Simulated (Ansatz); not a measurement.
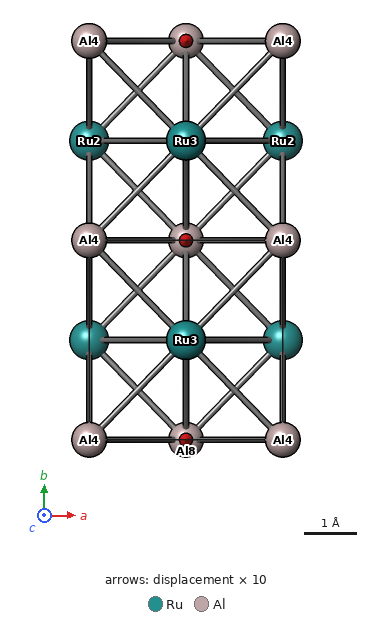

A relaxation of a crystal of Al$_{5}$Ru$_{3}$ (a generated structure, set up in Pmmm) (coarse preliminary run). The starting structure is drawn; red arrows show the displacements (the part carried along by the change of the cell is left out), magnified 10 times.

The picture is a ball-and-stick view of the cell of the calculation, repeated 1 × 2 × 1 with one cell outlined, seen along the c axis.

Case: Ti → Ru on all its sites, cell and atoms relaxed.

These are results of Ansatz 0.2.0, DFT PBEsol, scalar-relativistic, plane waves, PAW, not measurements.

Input
```yaml
crystal:
  lattice:
    - [3.7835031488, 0.0, 0.0]
    - [0.0, 3.8968044719, 0.0]
    - [0.0, 0.0, 7.8411858643]
  atoms:
    - { symbol: Ru, position: [0.0, 0.5, 0.2646132915] }
    - { symbol: Ru, position: [0.0, 0.5, 0.7353867085] }
    - { symbol: Ru, position: [0.5, 0.5, 0.0] }
    - { symbol: Al, position: [0.0, 0.0, 0.0] }
    - { symbol: Al, position: [0.0, 0.0, 0.5] }
    - { symbol: Al, position: [0.5, 0.5, 0.5] }
    - { symbol: Al, position: [0.5, 0.0, 0.2417027394] }
    - { symbol: Al, position: [0.5, 0.0, 0.7582972606] }
basis:
  ecutwfc: 420
kpoints:
  mp_grid: { grid: [6, 6, 4] }
hamiltonian:
  xc: pbesol
scf:
  occupations: { method: gaussian, width: 0.1 }
output:
  forces: true
  stress: true
  eigenvalues: true
relax:
  adjacent_minimum: "off"
  f_tol: 0.05
  max_steps: 60
  cell: { stress_tol: 0.5 }
```

Launched with:
```bash
ansatz run input.yaml --threads 2 --pin off --max-ram 5120MiB --backend cpu --events-out ev --progress --plain --runs-dir out
```

Question: Atoms of which element are displaced furthest, and by how much?

Answer: Aluminium: up to 0.071 Å, against 0.002 Å for ruthenium.

Question: What happened in the run?

Answer: The energy falls by 212 meV per atom in 6 accepted moves (8 points after the start). The largest force component goes from 0.81 to 0.028 eV/Å. Pressure: −7.19 GPa at the start and 0.07 GPa at the end. The line search rejected the trial step at point 6 of the run. The SCF was repeated once at an unchanged geometry on a basis and grid sized afresh for the cell, which shifted the energy by 1.7 meV per atom at most. The largest moves relative to the cell, 0.071 Å, are those of Al7 and Al8. Al8 goes along +c. Largest moves by element: Al 0.071 Å, Ru 0.002 Å. Cell: a 3.784 → 4.167 Å (+10.1 %), b 3.897 → 3.104 Å (−20.3 %), c 7.841 → 8.392 Å (+7.0 %). Volume −6.1 %. Some distances before and after: Al5–Al7 2.771 → 3.058 Å, Ru1–Ru3 2.808 → 3.044 Å, Ru1–Al6 2.643 → 2.873 Å, Ru3–Al7 2.718 → 2.498 Å. The space group stays Pmmm (No. 47). The run took 68 s on 2 threads of Arm Neoverse V1, on a shared host, peak memory 0.49 GiB.
